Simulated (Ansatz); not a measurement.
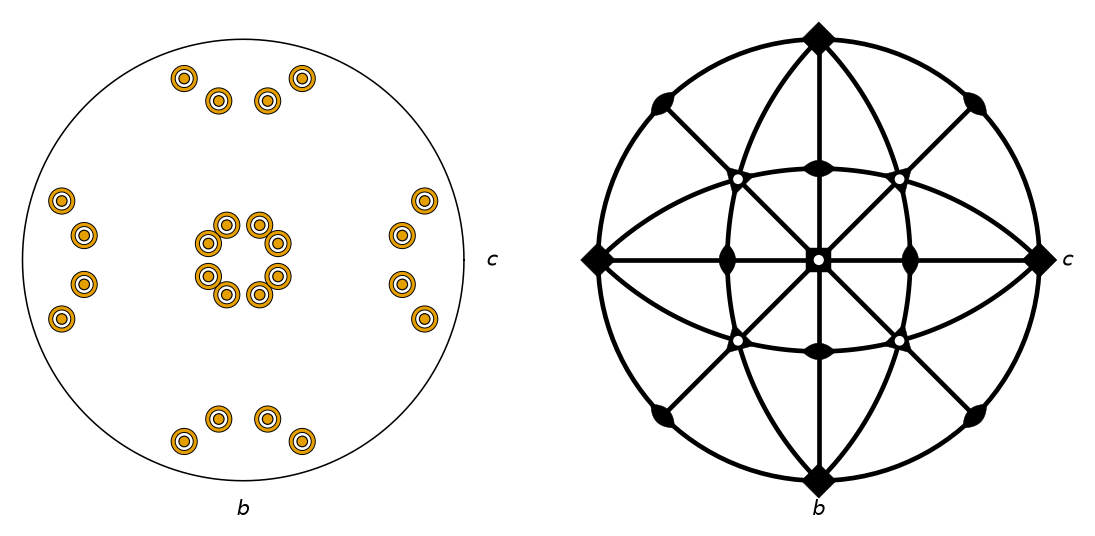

Stereographic projection: filled dots lie in the upper hemisphere, open rings in the lower; heavy lines are mirror planes (a heavy rim: a mirror in the plane of the page); lens, triangle, square and hexagon are 2-, 3-, 4- and 6-fold axes, a lens in an open square is −4, a triangle in an open hexagon −6; thin dashed diameters join the ends of axes that lie in the page; a small open circle marks inversion. The a axis points at the viewer. Left: one general form; right: the symmetry elements. Computed from the symmetry operations of a computed or model structure of composition Ti, which need not be its known form.

**Name the crystal class.**

m-3m (Oh), order 48, cubic system: three fourfold axes, four threefold axes, six twofold axes, nine mirror planes, an inversion centre.

**Which physical properties does it allow?**

It is centrosymmetric, so neither piezoelectric nor pyroelectric; it is not chiral.
